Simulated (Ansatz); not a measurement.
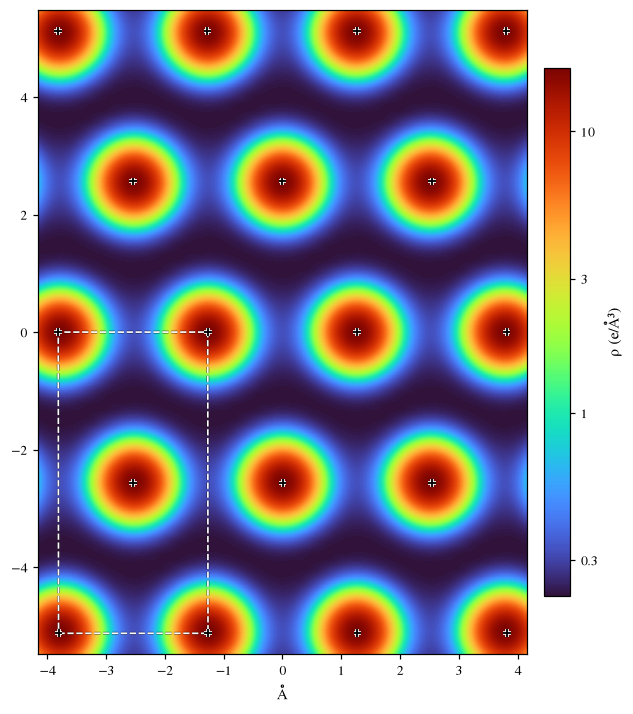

The valence charge density (pseudo) on a plane through atoms (crosses mark nuclei in the plane).

Level of theory: Ansatz, DFT, revPBE, plane waves (420 eV) with PAW, scalar-relativistic.

Candidates:
A. Pb, a = 6.94 Å, b = 6.94 Å, c = 6.94 Å, α = 90.00°, β = 90.00°, γ = 90.00°. Space group Fd-3m; set up as Pb, diamond; a generated structure, not necessarily the stable one; changed on purpose from its base cell (volume × 0.92); computed pressure about 2 GPa in this cell.
B. V, a = 2.54 Å, b = 5.12 Å, c = 9.21 Å, α = 90.00°, β = 90.00°, γ = 90.05°. Space group Fddd; set up as V, beta-Sn type; a generated structure, not necessarily the stable one; changed on purpose from its base cell (volume × 1.08); computed pressure about −11 GPa in this cell; computed without spin polarisation.

> Which system is this?

Candidate B: V on the (001) plane of the conventional cell, which holds V. V–V (2.54 Å): the density is about 0.33 e/Å³ at the midpoint.
